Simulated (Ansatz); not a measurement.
Read the following structure.

```
C
1.0
     2.45617    0.00000    0.00000
    -1.22809    2.12711    0.00000
     0.00000    0.00000    8.52380
C
2
Direct
  0.33333 0.66667 0.50528
  0.66667 0.33333 0.49472
```

Question: What does this file describe?

Answer: The element is carbon. The cell holds two atoms. C is coordinated by three C in a trigonal planar arrangement at 1.42 Å. The bonds build C layers parallel to (001).

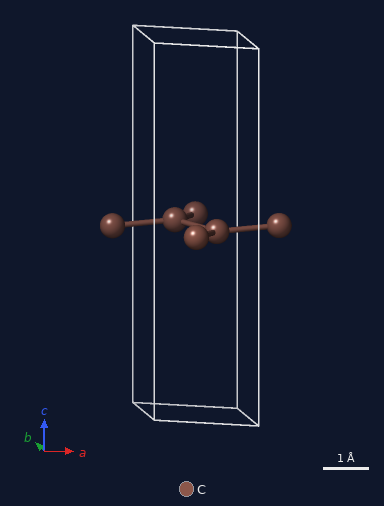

Ball-and-stick representation of a periodic structure, projected slightly off an axis. The simulation cell is drawn as a box. Atoms just outside the outline that bond to atoms inside are added. Colours: carbon brown.

The initial geometry was a structure listed in the Materials Project. The cell was then strained or its atoms displaced on purpose. It was run through Ansatz as a DFT input.

At this level of theory the cell isn't at rest (forces up to 1.5 eV/Å), so its distances can differ from those at equilibrium, the more so the softer the solid.
